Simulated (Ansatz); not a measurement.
System: a (100) slab cut from CsBr (Pm-3m), of composition Cs₃Br₄ (not the bulk's), ended by Br planes, 7 atoms in the cell. Starting structure of the relaxation:

```xyz
7
Lattice="4.3226 0.0000 0.0000 0.0000 4.3226 0.0000 0.0000 0.0000 27.9678" Properties=species:S:1:pos:R:3 pbc="T T T"
Br    2.1613    2.1613    7.5000
Cs    0.0000    0.0000    9.6613
Br    2.1613    2.1613   11.8226
Cs    0.0000    0.0000   13.9839
Br    2.1613    2.1613   16.1452
Cs    0.0000    0.0000   18.3065
Br    2.1613    2.1613   20.4678
```

Ansatz 0.2.0; DFT r2SCAN, scalar-relativistic, plane waves, PAW, no spin polarisation, 6×6×1 k mesh, 500 eV cutoff.

What does the potential across the slab give for the work function?

The work function is 8.03 eV, the same on both faces. The two vacuum levels agree, so the slab has no net dipole along its normal. The outermost atoms are 12.5 Å apart, which leaves 15.4 Å of vacuum in a cell 28.0 Å high.

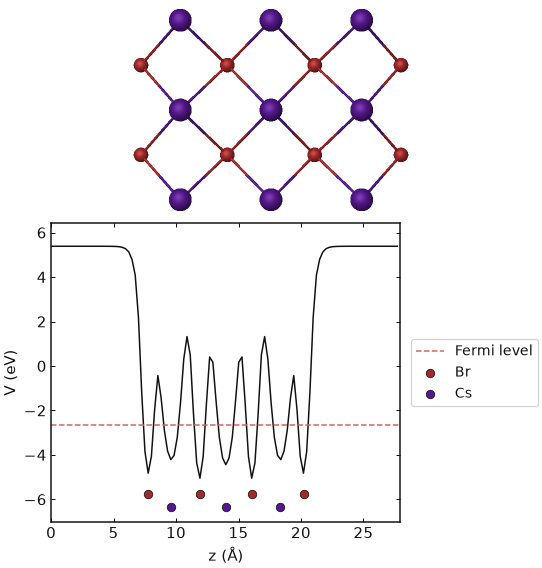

Plane-averaged electrostatic potential energy of an electron across the slab; circles at the bottom mark the heights of the atoms (positions after relaxation). The structure is drawn too.
